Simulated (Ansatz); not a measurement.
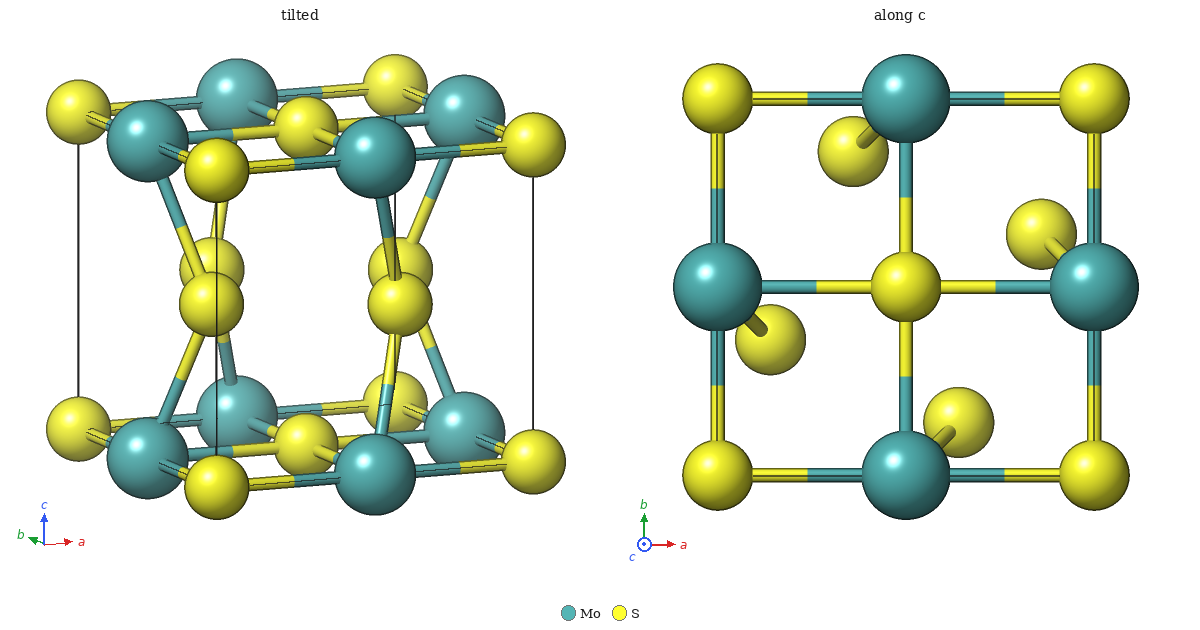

The structure above is drawn in ball-and-stick style and viewed slightly off an axis and along the c axis. One conventional unit cell is outlined, and atoms on its boundary appear in each equivalent place. Cell: a = 5.21 Å, b = 5.21 Å, c = 4.86 Å, α = 90.00°, β = 90.00°, γ = 90.00°.

It derives from a structure type filled with these elements by a generator (whether the compound takes this form wasn't checked). Earlier steps of the study may have refined or changed the cell and positions. It was the input of a calculation with Ansatz.

Q: State composition, symmetry and coordination.

A: The solid is MoS3. Space group: P4/mbm (No. 127). Lattice: primitive tetragonal. Counting shared atoms by their share gives 2 Mo, 6 S, or 8 atoms. Around each Mo lie eight S at about 2.6 Å. S takes two kinds of site: 4h with two Mo and one S (about 2.6 Å to Mo, 2.1 Å to S); 2a with four Mo in a square planar arrangement at about 2.6 Å. The bonds build a three-dimensional framework.

All computed values are from Ansatz, DFT PBE, scalar-relativistic, plane waves, PAW. Settings: cutoff 420 eV, k-point mesh 8×8×8, Gaussian smearing of 0.1 eV, collinear spins.

Q: Which atoms carry magnetic moments in this run, and how do they order?

A: The state reached is ferromagnetic. Sizes: Mo 1.3 μB; net moment 3.2 μB in the run's cell of 8 atoms.

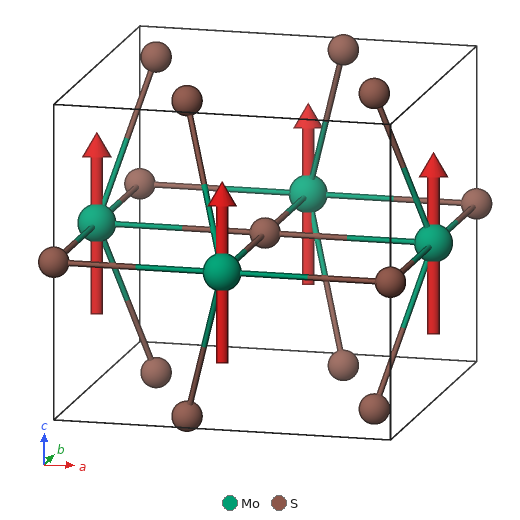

Site moments above 0.25 μB as arrows, small induced ones on non-metal atoms left out (red along the largest or up, blue against, purple across). The run's cell of 8 atoms is drawn, so axes and origin can differ from the first picture.

Q: Is the electronic structure metallic or gapped?

A: A metal: bands cross the Fermi level.

Q: Give the Bader charge of each element.

A: Mo +1.27 e; S -0.75 to -0.26 e.

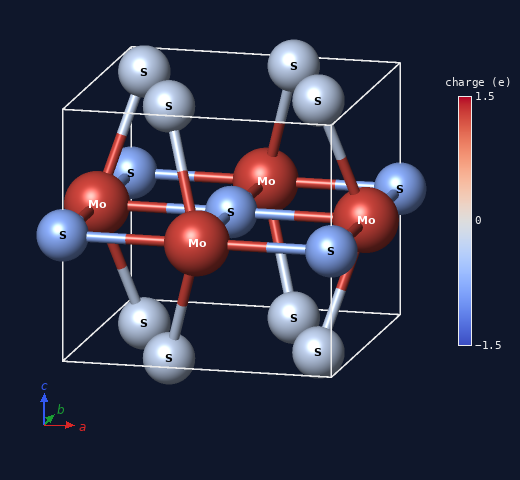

The atoms coloured by those charges. The run's cell of 8 atoms is drawn, so axes and origin can differ from the first picture.

Q: Is the structure in equilibrium?

A: Yes. All forces vanish to within 0.01 eV/Å. The pressure is 0.0 GPa, close to zero.
